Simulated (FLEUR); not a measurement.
# A series of single points on TiC

System: TiC (Fm-3m, 2 atoms in the cell).
Method: Kohn-Sham DFT of a periodic cell, PBEsol, all-electron, no spin polarisation (FLEUR MaX-R8.1 (later development tree)).

The 5 runs differ only in the geometry, by an even scaling of the cell at fixed fractional positions. The structure derives from a Materials Project entry.

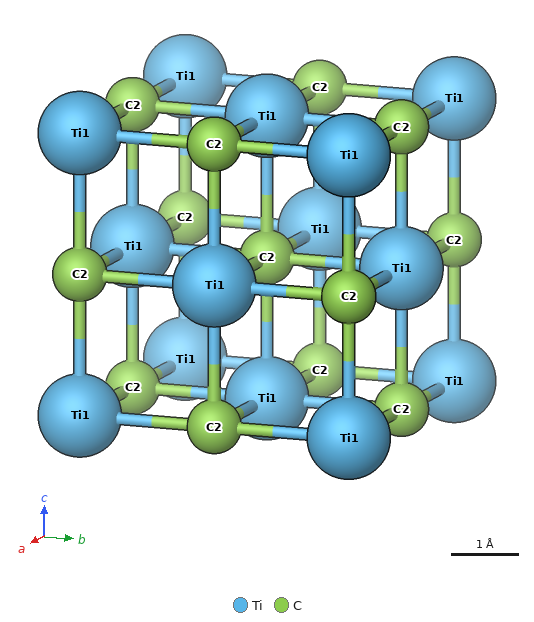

Figure 1. The structure of run 3 (ball-and-stick view of the cell 4 times as large as that of the calculation, set on its symmetry axes, seen slightly off an axis; atoms are numbered from 1 in the order of the input).

**Input of run 3**
```
<?xml version="1.0" encoding="UTF-8" standalone="no"?>
<fleurInput fleurInputVersion="0.39">
   <comment>
      TiC                                                                                                 
   </comment>
   <calculationSetup>
      <cutoffs Kmax="4.71" Gmax="14.6" GmaxXC="14.6" numbands="0"/>
      <scfLoop itmax="60" minDistance="0.00001" maxIterBroyd="15" imix="Anderson" alpha="0.05" precondParam="0.0" spinf="2.0" sdNocoIR="T"/>
      <coreElectrons ctail="T" frcor="F" kcrel="0" coretail_lmax="0"/>
      <xcFunctional name="PBEs" relativisticCorrections="F"/>
      <magnetism jspins="1"/>
      <soc l_soc="F" theta="0.0" phi="0.0" spav="F"/>
      <expertModes spex="0" secvar="F"/>
      <geometryOptimization l_f="F" forcealpha="1.0" forcemix="BFGS" epsdisp="0.00001" epsforce="0.00001"/>
      <ldaU l_linMix="F" mixParam="0.05" spinf="1.0"/>
   </calculationSetup>
   <cell>
      <bzIntegration valenceElectrons="16.0" mode="hist" fermiSmearingEnergy="0.00183747">
         <kPointListSelection listName="default-1"/>
         <!-- k-points included here -->
         <xi:include xmlns:xi="http://www.w3.org/2001/XInclude" href="kpts.xml"> </xi:include>
      </bzIntegration>
      <!-- symmetry operations included here -->
      <xi:include xmlns:xi="http://www.w3.org/2001/XInclude" href="sym.xml"> </xi:include>
      <bulkLattice scale="1.0000000000">
         <bravaisMatrix>
            <row-1>    0.0000000000000000     4.0926154774783940     4.0926154774783940</row-1>
            <row-2>    4.0926154774783940     0.0000000000000000     4.0926154774783940</row-2>
            <row-3>    4.0926154774783940     4.0926154774783940     0.0000000000000000</row-3>
         </bravaisMatrix>
      </bulkLattice>
   </cell>
   <atomSpecies>
      <species name="Titanium (Ti)" element="Ti" atomicNumber="22">
         <mtSphere radius="2.08" gridPoints="711" logIncrement="0.017"/>
         <atomicCutoffs lmax="9" lnonsphr="7"/>
         <electronConfig flipSpins="F">
            <coreConfig>(1s1/2) (2s1/2) (2p1/2) (2p3/2)</coreConfig>
            <valenceConfig>(3s1/2) (3p1/2) (3p3/2) (4s1/2) (3d3/2) (3d5/2)</valenceConfig>
            <stateOccupation state="(3d3/2)" spinUp="0.400000" spinDown="0.400000"/>
            <stateOccupation state="(3d5/2)" spinUp="0.600000" spinDown="0.600000"/>
         </electronConfig>
         <energyParameters s="4" p="4" d="3" f="4"/>
         <lo type="SCLO" l="0" n="3" eDeriv="0"/>
         <lo type="SCLO" l="1" n="3" eDeriv="0"/>
         <lo type="SCLO" l="1" n="3" eDeriv="1"/>
         <lo type="SCLO" l="2" n="3" eDeriv="2"/>
         <lo type="SCLO" l="3" n="4" eDeriv="2"/>
      </species>
      <species name="Carbon (C)" element="C" atomicNumber="6">
         <mtSphere radius="1.59" gridPoints="543" logIncrement="0.019"/>
         <atomicCutoffs lmax="8" lnonsphr="6"/>
         <electronConfig flipSpins="F">
            <coreConfig>(1s1/2)</coreConfig>
            <valenceConfig>(2s1/2) (2p1/2) (2p3/2)</valenceConfig>
            <stateOccupation state="(2p1/2)" spinUp="0.333333" spinDown="0.333333"/>
            <stateOccupation state="(2p3/2)" spinUp="0.666667" spinDown="0.666667"/>
         </electronConfig>
         <energyParameters s="2" p="2" d="3" f="4"/>
         <lo type="SCLO" l="0" n="2" eDeriv="2"/>
         <lo type="SCLO" l="1" n="2" eDeriv="2"/>
         <lo type="SCLO" l="2" n="3" eDeriv="2"/>
      </species>
   </atomSpecies>
   <atomGroups>
      <atomGroup species="Titanium (Ti)">
         <relPos label="                   1">.0000000000 .0000000000 .0000000000</relPos>
         <force calculate="T" relaxXYZ="TTT"/>
      </atomGroup>
      <atomGroup species="Carbon (C)">
         <relPos label="                   2">1.000/2.000 1.000/2.000 1.000/2.000</relPos>
         <force calculate="T" relaxXYZ="TTT"/>
      </atomGroup>
   </atomGroups>
   <output dos="F" band="F" slice="F">
      <checks vchk="F" cdinf="F"/>
      <bandDOS minEnergy="-.5*Htr" maxEnergy="0.5*Htr" sigma="0.015" storeEVData="T"/>
      <vacuumDOS vacdos="F" integ="F" star="F" nstars="0" locx1="0.0" locy1="0.0" locx2="0.0" locy2="0.0" nstm="0" tworkf="0.0"/>
      <unfoldingBand unfoldBand="F" supercellX="1" supercellY="1" supercellZ="1"/>
      <plotting iplot="0" polar="F">
         <plot TwoD="T" vec1="  1.0  0.0  0.0" vec2="  0.0  1.0  0.0" vec3="  0.0  0.0  1.0" zero="  0.0  0.0  0.0" file="plot"/>
      </plotting>
      <chargeDensitySlicing numkpt="0" minEigenval="0.0" maxEigenval="0.0" nnne="0" pallst="F"/>
      <specialOutput eonly="F"/>
      <moessbauerParams electricFieldGradient="T" isomerShift="T" coreHyperfine="T" valenceHyperfine="T"/>
      <magneticCircularDichroism mcd="F" energyLo="-10.0" energyUp="0.0"/>
   </output>
  <!-- We include the file relax.xml here to enable relaxations (see documentation) -->
  <xi:include xmlns:xi="http://www.w3.org/2001/XInclude" href="relax.xml"> <xi:fallback/> </xi:include>
</fleurInput>
```

Command:
```bash
inpgen -f crystal.txt -profile fastHighL; fleur_MPI
```

Lattice vectors (Å) and fractional positions of run 3:
```
   0.000000    2.165719    2.165719
   2.165719    0.000000    2.165719
   2.165719    2.165719    0.000000
Ti  0.000000  0.000000  0.000000
C   0.500000  0.500000  0.500000
```

Run 2 has the same physical settings and fractional positions; its lattice vectors (Å) are:
```
   0.000000    2.136449    2.136449
   2.136449    0.000000    2.136449
   2.136449    2.136449    0.000000
```

**Results, with one run withheld**

| run | volume per atom (Å³) | free energy per atom, from the lowest run given (meV) |
| --- | --- | --- |
| 1 | 9.548 | 4.88 |
| 2 | 9.752 | ? |
| 3 | 10.158 | 0.00 |
| 4 | 10.564 | 28.46 |
| 5 | 10.767 | 50.45 |

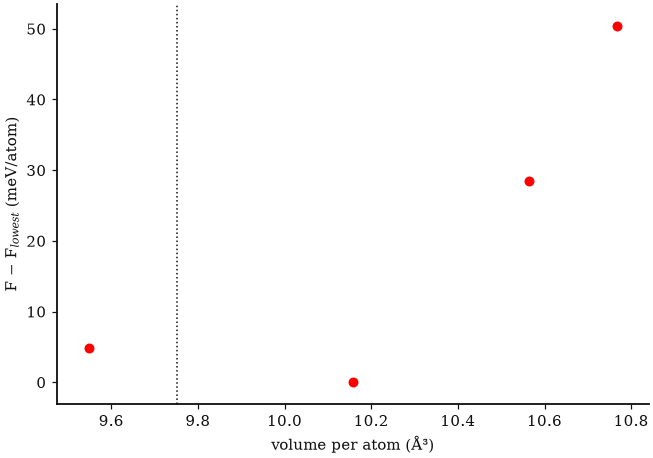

Figure 2. Free energy per atom of the runs given; the dotted line marks run 2.

Fit the runs given and predict run 2.

A quadratic polynomial in V^(−2/3) (the Birch–Murnaghan form), fitted to the 4 runs given, misses them by at most 0.01 meV per atom. With x = V^(−2/3) − 0.21205 Å⁻², it reads F = 3.9878 − 3919.1 x + 3.9518e+05 x² (meV per atom). At run 2 it gives −4.03 meV per atom, and the run itself gives −4.01. The fit has its minimum at 9.892 Å³ per atom, where V d²F/dV² gives 268 GPa: the bulk modulus at this level, since symmetry fixes the shape and the positions.

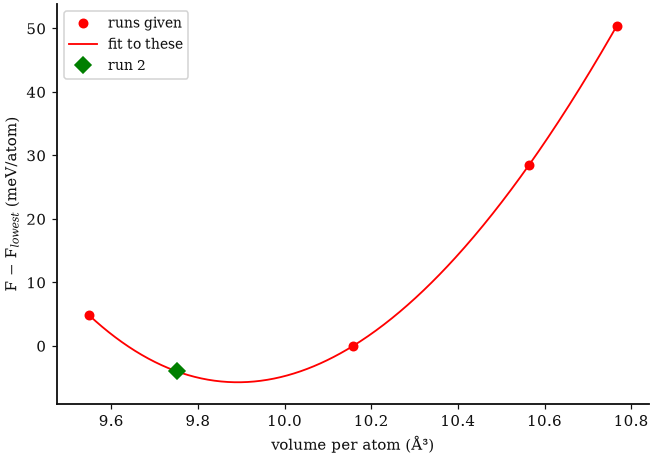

Figure 3. The fit and the withheld run.

**Output (run 2)**
```
Welcome to FLEUR        (www.flapw.de)
      MaX-Release 8.1          (www.max-centre.eu)

 ========== k-point set info ==========
 Selected k-point list: default-1
 k-point list type: mesh
 11 x 11 x 11
 Number of k points: 56

 ------------Calculation Setup---------------------------
 Number of MPI-tasks      :            1
 Number of PE/node        :            1
 Number of OMP-threads    :            1
 Most efficient MPI parallelization for:
           1           2           4           7           8          14          28          56
 Additional eigenvalue parallelization possible
 Number of basis functions:          329
 Approximate size of matrices (H+S) per k-point:         0.002 GB
 --------------------------------------------------------

 Iteration:     1   Distance:      29.35911546 me/bohr^3

 Iteration:     2   Distance:      23.97207379 me/bohr^3

 Iteration:     3   Distance:       7.88245190 me/bohr^3

 Iteration:     4   Distance:       7.29939438 me/bohr^3

 Iteration:     5   Distance:       1.76139146 me/bohr^3

 Iteration:     6   Distance:       1.93557893 me/bohr^3

 Iteration:     7   Distance:       0.23628763 me/bohr^3

 Iteration:     8   Distance:       0.38209599 me/bohr^3

 Iteration:     9   Distance:       0.03725013 me/bohr^3

 Iteration:    10   Distance:       0.02252599 me/bohr^3

 Iteration:    11   Distance:       0.00330932 me/bohr^3

 Iteration:    12   Distance:       0.00060959 me/bohr^3

 Iteration:    13   Distance:       0.00008777 me/bohr^3

 Iteration:    14   Distance:       0.00001728 me/bohr^3

 Iteration:    15   Distance:       0.00000304 me/bohr^3

 ********************************************************************
 Run finished successfully
 Stop message:
   all done
 ********************************************************************
```
